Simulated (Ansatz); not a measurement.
**Run report: Ga₂₅Se₂₄, geometry relaxation (part 2 of 5)**

Continued. System: Ga₂₅Se₂₄ (defect cell, 49 atoms in the cell). Method: DFT PBEsol, scalar-relativistic, plane waves, PAW, spin-polarised (Ansatz 0.2.0); cutoff 420 eV, 2×2×2 k-mesh, Gaussian smearing of 0.01 eV, collinear spins. The structure derives from a Materials Project entry. It belongs to a series of runs on one base structure; here: Ga interstitial, charge +0, atoms relaxed at the host's cell.

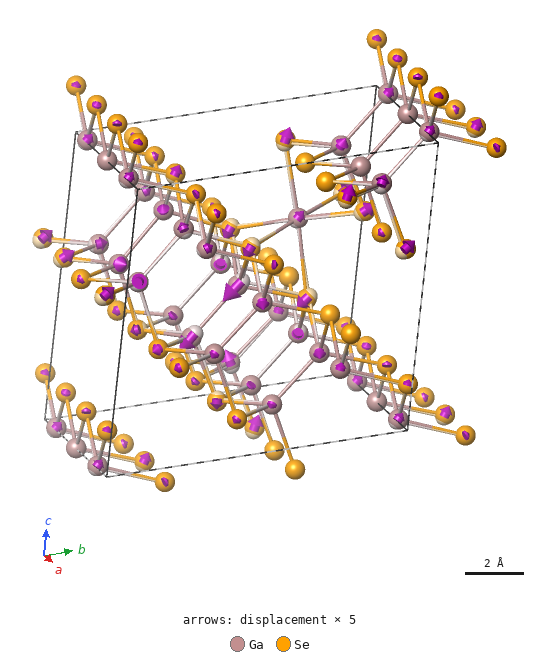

Fig. 1: Start (faint) and end (solid) with the displacements as pink arrows, magnified 5 times (ball-and-stick view of the cell of the calculation (origin shifted), with bonded neighbours outside it, seen slightly off an axis). The largest move is that of Ga12, 0.19 Å. Largest moves by element: Ga 0.19 Å, Se 0.12 Å. The cell stays as it was. Among the contacts that change: Se36–Ga49 2.747 → 2.872 Å, Se28–Ga49 2.747 → 2.849 Å, Se38–Ga49 2.751 → 2.804 Å, Ga12–Se28 2.460 → 2.490 Å. Among the angles that change: Ga22–Se44–Ga23 99.2° → 93.1°, Ga22–Ga9–Se33 118.4° → 113.0°, Ga12–Se28–Ga49 66.5° → 71.6°. Over 4 geometry steps the energy falls by 5.3 meV per atom. The largest force component goes from 0.86 to 0.0078 eV/Å. (Atoms are counted from 1 in the order of the input.)

```
SCF converged after 6 iterations
Magnetization: 0.0000 μB (354.5000 up, 354.5000 down)
Absolute magnetization: 0.0000 μB (∫|ρ↑−ρ↓|, with the PAW one-centre terms)
Spin contamination: 0.0000 ħ² per cell (⟨S²⟩ above its minimum at these occupations)
Per-site moments (μB) at R_I (Å): [(4.467316268947776e-8, 1.0037028214684478), (-2.6837582896005667e-8, 1.002546737441432), (9.701033441698667e-9, 1.000251782006901), (8.055333537206583e-9, 0.9993720923921605), (4.4673162591215416e-8, 1.0037028214684491), (9.701033679413807e-9, 1.0002517820069008), (-8.54834392236839e-9, 0.9999987890849706), (6.4059518209924435e-9, 1.0080692756767378), (8.055333529096103e-9, 0.9993720923921614), (-6.58372192288386e-9, 1.0044836025143131), (-6.5837218833627305e-9, 1.0044836025143138), (4.736230697583391e-8, 0.992418631527001), (-8.120200691562091e-10, 1.0044836025143138), (-4.914113672259047e-9, 0.992418631527001), (3.774485980497186e-9, 1.0037028214684491), (2.7029289267347718e-8, 1.0002517820069008), (-8.120200264670022e-10, 1.0044836025143131), (3.774485846021516e-9, 1.0037028214684478), (-5.152860427045905e-10, 1.0080692756767378), (-9.825207602838665e-8, 1.002546737441432), (2.7029289361870745e-8, 1.000251782006901), (5.02507077880655e-8, 0.9993720923921614), (5.0250707744181906e-8, 0.9993720923921605), (2.5884036760545272e-8, 0.9999987890849706), (-2.64423219372855e-9, 1.0120008916235963), (3.8048595275295666e-9, 1.0145059846977762), (-4.086190105112824e-9, 1.013848638951623), (9.931115864037526e-9, 1.0177364564230287), (-2.6442322005022404e-9, 1.0120008916235959), (-4.086190173509512e-9, 1.0138486389516237), (1.1893534744713773e-9, 1.0118025953003993), (3.6975271183927774e-8, 1.0092554250794836), (9.93111596086941e-9, 1.0177364564230285), (-2.0112809315063965e-8, 1.012081286248277), (-2.011280924353426e-8, 1.0120812862482764), (-1.8924679597651146e-7, 1.0217746282400884), (9.872932936966278e-9, 1.012408237995722), (2.2374807826089536e-8, 1.0244456706242153), (-1.0732299925755903e-7, 1.0220739451106209), (-7.3175672041419886e-9, 1.0091472802486343), (9.872933040343007e-9, 1.012408237995722), (-1.0732299920688515e-7, 1.0220739451106207), (-5.457958689677186e-9, 1.0119111199737638), (-2.1230257970240905e-8, 1.0094966413265059), (-7.317567275711804e-9, 1.0091472802486354), (2.1829899400027765e-8, 1.0143794892878764), (2.1829899507794536e-8, 1.0143794892878775), (-1.3160292639015658e-8, 1.0112007339163411), (-2.670008879732657e-8, 1.1550035842305049)]
Free energy (F): -223786.098080 eV
Harris-Foulkes:  -223786.098080 eV  (|F-HF|=8.24e-9)
Internal energy: -223786.098080 eV  (E = F + TS)
E sigma→0 (E₀):  -223786.098080 eV
Fermi energy:    8.377351 eV
--- Per-component energies (eV) ---
  E_band       = -11305.932820
  E_kinetic    = 5737.354819
  E_local      = -115902.675186  (includes V_loc(G=0)·N_el)
  E_nonlocal   = -3586.145131
  E_hartree    = 55637.888740
  E_xc         = -4194.002670
  E_vxc        = -3806.546651  (∫ρ·V_xc dr)
  E_paw        = -93547.565755  (= ΣΔE_a)
  E_vpaw       = -5023.682927  (= ΣTr[D̂ρ^β])
  E_aug_tail   = -0.016848  (compensation charges beyond the density's cutoff)
  E_ewald      = -67976.713304
  E_core_change = 45.777256  (= ΣΔE_core)
  E_smearing   = -0.000000  (= −TS)
  E_closure    = 0.000000  (closes the sum)
  Σ components = -223786.098080   (vs F -223786.098080, Δ=0.00e0)
--- Forces (eV/Å), atoms counted from 1 ---
  atom   1  Ga     0.00138070     0.00293555    -0.00450086
  atom   2  Ga     0.00000000    -0.00251254     0.00256871
  atom   3  Ga    -0.00310621    -0.00001821    -0.00042783
  atom   4  Ga    -0.00244080    -0.00018565    -0.00017011
  atom   5  Ga    -0.00138070     0.00293555    -0.00450086
  atom   6  Ga     0.00310621    -0.00001821    -0.00042783
  atom   7  Ga    -0.00000000     0.00138688    -0.00126380
  atom   8  Ga     0.00000000    -0.00074756     0.00405313
  atom   9  Ga     0.00244080    -0.00018565    -0.00017011
  atom  10  Ga     0.00189467    -0.00160915     0.00000771
  atom  11  Ga    -0.00189467    -0.00160915     0.00000771
  atom  12  Ga    -0.00000000    -0.00334615    -0.00779147
  atom  13  Ga    -0.00418829     0.00327350    -0.00184648
  atom  14  Ga     0.00000000     0.00061786     0.00449182
  atom  15  Ga     0.00048177     0.00031170     0.00303047
  atom  16  Ga     0.00059833     0.00159157     0.00056306
  atom  17  Ga     0.00418829     0.00327350    -0.00184648
  atom  18  Ga    -0.00048177     0.00031170     0.00303047
  atom  19  Ga    -0.00000000     0.00086227    -0.00636200
  atom  20  Ga    -0.00000000    -0.00389277    -0.00195228
  atom  21  Ga    -0.00059833     0.00159157     0.00056306
  atom  22  Ga     0.00175920    -0.00286561    -0.00000994
  atom  23  Ga    -0.00175920    -0.00286561    -0.00000994
  atom  24  Ga     0.00000000    -0.00321041     0.00249516
  atom  25  Se     0.00220563    -0.00064183    -0.00105649
  atom  26  Se     0.00000000     0.00168883     0.00038182
  atom  27  Se     0.00155801    -0.00025984     0.00140524
  atom  28  Se    -0.00038474     0.00433073     0.00024735
  atom  29  Se    -0.00220563    -0.00064183    -0.00105649
  atom  30  Se    -0.00155801    -0.00025984     0.00140524
  atom  31  Se     0.00000000    -0.00193839     0.00101038
  atom  32  Se     0.00000000     0.00040350     0.00198543
  atom  33  Se     0.00038474     0.00433073     0.00024735
  atom  34  Se    -0.00442130     0.00096820    -0.00041044
  atom  35  Se     0.00442130     0.00096820    -0.00041044
  atom  36  Se     0.00000000    -0.00375119     0.00658056
  atom  37  Se     0.00146451    -0.00234605    -0.00169239
  atom  38  Se     0.00000000     0.00679140     0.00644248
  atom  39  Se     0.00057522     0.00081186    -0.00273036
  atom  40  Se    -0.00184284     0.00040258     0.00014199
  atom  41  Se    -0.00146451    -0.00234605    -0.00169239
  atom  42  Se    -0.00057522     0.00081186    -0.00273036
  atom  43  Se    -0.00000000    -0.00361460    -0.00078505
  atom  44  Se     0.00000000     0.00440463     0.00183960
  atom  45  Se     0.00184284     0.00040258     0.00014199
  atom  46  Se    -0.00456429     0.00098434     0.00114087
  atom  47  Se     0.00456429     0.00098434     0.00114087
  atom  48  Se     0.00000000    -0.00449891     0.00003476
  atom  49  Ga    -0.00000000    -0.00402080    -0.00112634
  max |Σ_I F_I| component: 1.35e-5 eV/Å
--- Band table (eV; the first three rows and the last of 12) ---
  k-point 0 ↑: bands = ["-40.5988", "-40.5987", "-40.5961", "-40.5959", "-40.5920", "-40.5917", "-40.5910", "-40.5908", "-40.5857", "-40.5830", ... 216 levels left out ..., "-7.5016", "-7.5002", "-7.4908", "-7.4269", "-7.4221", "-7.4134", "-7.4110", "-7.4052", "-7.4003", "-7.3949", "-7.3848", "-7.3829", "-7.3759", "-7.3749", "-7.1298", "-7.1283", "-7.1155", "-7.0533", "-7.0516", "-7.0226", "-6.6571", "-6.2797", "-6.2595", "-6.1915", "-6.1757", "-6.0723", "-6.0570", "-6.0459", "-6.0344",
      "-5.7887", "-5.7767", "-5.7700", "-5.7544", "-5.5607", "-5.5477", "-5.5415", "-5.5402", "-5.5241", "-5.3474", "-5.2737", "-5.2584", "-5.1882", "-5.1718", "-0.4239", "-0.1951", "-0.1357", "-0.0481", "0.0713", "0.0876", "0.1018", "0.1069", "0.4026", "0.4556", "0.4897", "0.5121", "0.6154", "0.7289", "0.8511", "0.9670", "1.0502", "1.0651", "1.1161", "1.6473", "2.0765", "2.0815", "2.2444", "2.3083", "2.5006", "2.5176",
      "2.7690", "2.8524", "2.8970", "2.8981", "2.9360", "3.1475", "3.2754", "3.3280", "3.5137", "3.5627", "3.5900", "3.6243", "3.7358", "3.8338", "3.8515", "4.1162", "4.1980", "4.2650", "4.2812", "4.2833", "4.3273", "4.3335", "4.3566", "4.4704", "4.5468", "4.5561", "4.5798", "4.5804", "4.6100", "4.6608", "4.6917", "4.7434", "4.7510", "4.8252", "4.8443", "4.9195", "4.9417", "4.9435", "5.0021", "5.0452",
      "5.0645", "5.0849", "5.1231", "5.3654", "5.3966", "5.4129", "5.6930", "5.6967", "5.7186", "5.7255", "5.9447", "5.9482", "5.9940", "5.9995", "6.3252", "6.3403", "6.4556", "6.4939", "6.8458", "8.2764", "8.6815", "8.7644", "8.7648", "8.9140", "8.9165", "8.9331", "8.9705", "9.0157", "9.0528", "9.1415", "9.1801", "9.2869", "9.3610", "9.3878", "9.4780", "9.4935", "9.5740", "9.6876", "9.9103", "9.9362",
      "10.0016", "10.1610", "10.1860", "10.5793", "10.6658", "10.8627", "10.9877", "11.0036", "11.0461", "11.0802", "11.0843", "11.1250", "11.1859", "11.2358", "11.2752", "11.2942", "11.2943", "11.3146", "11.3599", "11.3923", "11.4584", "11.5427", "11.5465", "11.5652", "11.6462", "11.7338", "11.7506", "11.7904", "11.8766", "11.9113", "11.9304", "11.9468", "11.9972", "12.0300", "12.0525", "12.2375", "12.5232", "12.5733", "12.7046", "12.7960",
      "12.8786", "13.1799", "13.3610", "13.4418", "13.4634", "13.5830", "13.7283", "13.8002", "13.8267", "13.8530", "13.8978"]
  k-point 1 ↑: bands = ["-40.5988", "-40.5987", "-40.5961", "-40.5959", "-40.5920", "-40.5917", "-40.5910", "-40.5908", "-40.5857", "-40.5830", ... 216 levels left out ..., "-7.5012", "-7.4908", "-7.4614", "-7.4563", "-7.4164", "-7.4103", "-7.4087", "-7.4082", "-7.4013", "-7.3900", "-7.3861", "-7.3842", "-7.3760", "-7.3750", "-7.1297", "-7.1296", "-7.0923", "-7.0533", "-7.0516", "-6.8479", "-6.7896", "-6.5589", "-6.4816", "-6.0695", "-6.0317", "-6.0104", "-6.0088", "-5.8906", "-5.8468",
      "-5.8448", "-5.8348", "-5.7809", "-5.7378", "-5.6549", "-5.6178", "-5.4671", "-5.4419", "-5.4344", "-5.4131", "-5.2849", "-5.2809", "-5.2764", "-5.2606", "-0.3152", "-0.1270", "-0.1183", "-0.1028", "-0.0206", "0.0133", "0.1857", "0.2605", "0.3184", "0.3307", "0.3539", "0.3742", "0.7857", "0.8727", "0.8731", "0.8834", "1.0928", "1.1677", "1.4114", "1.6360", "1.6596", "1.6660", "1.9215", "2.8265", "2.9579", "2.9843",
      "2.9927", "3.0095", "3.0183", "3.0348", "3.0713", "3.0827", "3.1586", "3.1753", "3.2784", "3.3651", "3.3763", "3.3779", "3.5563", "3.5769", "3.6217", "3.6936", "3.9043", "4.1224", "4.1766", "4.2196", "4.2307", "4.2561", "4.5953", "4.6606", "4.6687", "4.6768", "4.7054", "4.7285", "4.7418", "4.7744", "4.9227", "4.9244", "4.9414", "4.9574", "4.9669", "5.0240", "5.0333", "5.0469", "5.1050", "5.1090",
      "5.1199", "5.1429", "5.2680", "5.2961", "5.3135", "5.3289", "5.4696", "5.4955", "5.5881", "5.6341", "5.8388", "5.8523", "6.0304", "6.0913", "6.1169", "6.1470", "6.2483", "6.3808", "7.0859", "8.5820", "8.8501", "8.8510", "8.9882", "8.9932", "9.0496", "9.1082", "9.1614", "9.1888", "9.1993", "9.2585", "9.2863", "9.2902", "9.3461", "9.3468", "9.3806", "9.4654", "9.5852", "9.5945", "9.6605", "9.6830",
      "9.8446", "10.0342", "10.0993", "10.2689", "10.4665", "10.6837", "10.7030", "10.8469", "10.9172", "10.9772", "11.0852", "11.0969", "11.1317", "11.2867", "11.3852", "11.4007", "11.4157", "11.4330", "11.4741", "11.5325", "11.5354", "11.5435", "11.5813", "11.5918", "11.6739", "11.7245", "11.7300", "11.8687", "11.8698", "11.8744", "11.9705", "12.0391", "12.0901", "12.2151", "12.2560", "12.3010", "12.3039", "12.3621", "12.4341", "12.8108",
      "12.9506", "13.0673", "13.1141", "13.1662", "13.1849", "13.3568", "13.4053", "13.4611", "13.5894", "13.7691", "13.8362"]
  k-point 2 ↑: bands = ["-40.5988", "-40.5987", "-40.5961", "-40.5959", "-40.5920", "-40.5917", "-40.5910", "-40.5908", "-40.5857", "-40.5830", ... 216 levels left out ..., "-7.5013", "-7.4908", "-7.4615", "-7.4566", "-7.4164", "-7.4103", "-7.4087", "-7.4079", "-7.4013", "-7.3901", "-7.3861", "-7.3842", "-7.3761", "-7.3750", "-7.1283", "-7.1279", "-7.0903", "-7.0533", "-7.0516", "-6.8069", "-6.7822", "-6.5703", "-6.5282", "-6.0936", "-6.0921", "-6.0496", "-6.0149", "-5.8517", "-5.8360",
      "-5.8217", "-5.7981", "-5.7947", "-5.7839", "-5.6002", "-5.5753", "-5.4019", "-5.3954", "-5.3809", "-5.3762", "-5.3587", "-5.3334", "-5.3202", "-5.2994", "-0.1836", "-0.1262", "-0.1250", "-0.1092", "0.0215", "0.0801", "0.1705", "0.2458", "0.2775", "0.3041", "0.3193", "0.3870", "0.5818", "0.8461", "0.8611", "0.8800", "1.0366", "1.0562", "1.6112", "1.6995", "1.7228", "1.7525", "1.7531", "2.7533", "2.8005", "2.8462",
      "2.8615", "2.8962", "2.9214", "2.9351", "2.9372", "2.9794", "2.9817", "2.9836", "3.4114", "3.4667", "3.4756", "3.5220", "3.8591", "3.9740", "4.0073", "4.0366", "4.3022", "4.3078", "4.3402", "4.4475", "4.5025", "4.5099", "4.5634", "4.6295", "4.6617", "4.6649", "4.6865", "4.7034", "4.7396", "4.7590", "4.8244", "4.8463", "4.8499", "4.8900", "4.9299", "4.9451", "4.9555", "4.9726", "4.9738", "5.0079",
      "5.0100", "5.0187", "5.1502", "5.1930", "5.1978", "5.2369", "5.6390", "5.6432", "5.6693", "5.7030", "5.7452", "5.8205", "5.8433", "5.8526", "5.9101", "5.9428", "6.2726", "6.5685", "6.8580", "8.4691", "8.5959", "8.7407", "8.8074", "8.8569", "8.9118", "8.9333", "8.9814", "9.0524", "9.0804", "9.1247", "9.1696", "9.3594", "9.4526", "9.4668", "9.4951", "9.5038", "9.5120", "9.5405", "9.5762", "9.6193",
      "9.9806", "10.0915", "10.2320", "10.6909", "10.7837", "10.8238", "10.9714", "10.9834", "11.0130", "11.1358", "11.2209", "11.2356", "11.3043", "11.3275", "11.3796", "11.3900", "11.4016", "11.4787", "11.5399", "11.5496", "11.5654", "11.6148", "11.6694", "11.7477", "11.8121", "11.8233", "11.8704", "11.9024", "11.9179", "12.0044", "12.0404", "12.0622", "12.1404", "12.1470", "12.1715", "12.2500", "12.2950", "12.3076", "12.4627", "12.5143",
      "12.6696", "12.9746", "13.1525", "13.1858", "13.3324", "13.3479", "13.5422", "13.6507", "13.7539", "13.7722", "13.8904"]
```
